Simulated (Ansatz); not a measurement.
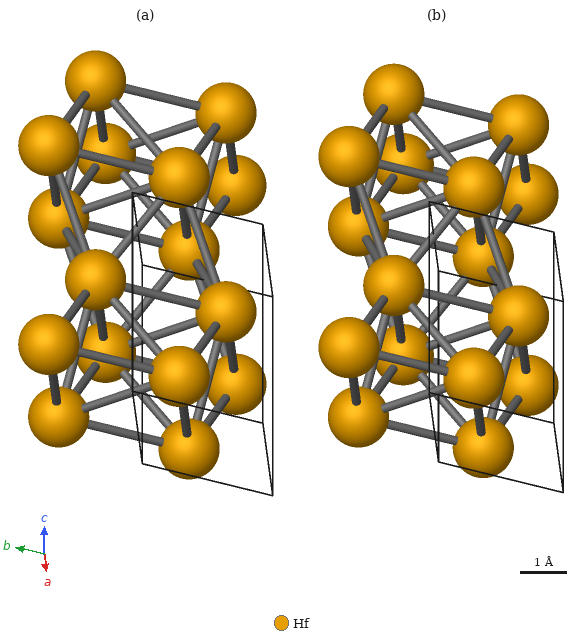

Left: solid Hf (set up in P6_3/mmc). Right: the same structure after one change, at the same scale. The picture is a ball-and-stick view of the cell of the calculation, repeated 2 × 2 × 2 with one cell outlined, seen from a free direction.

The calculation used DFT PBE, scalar-relativistic, plane waves, PAW in Ansatz 0.2.0. Set-up: plane-wave cutoff 420 eV; k-point mesh 15 × 15 × 8; occupations gaussian; smearing width 0.1 eV; no spin polarisation.

**What was changed?**

The volume is changed by −12.0 %. The cell's shape and the atoms are relaxed at that volume.

**How do the computed properties respond?**

Cell: a = b 3.205 → 3.067 Å (−4.3 %), c 5.068 → 4.870 Å (−3.9 %). Volume −12.0 %. The atoms keep their places relative to the cell (all moves are under 0.005 Å). Near-neighbour distances before and after: Hf–Hf 3.205 → 3.067 Å, Hf–Hf 3.138 → 3.011 Å. The space group stays P6_3/mmc (No. 194). Energy change: +131 meV per atom. Pressure: 0.0 GPa before, 17.0 GPa after. Both are metals.
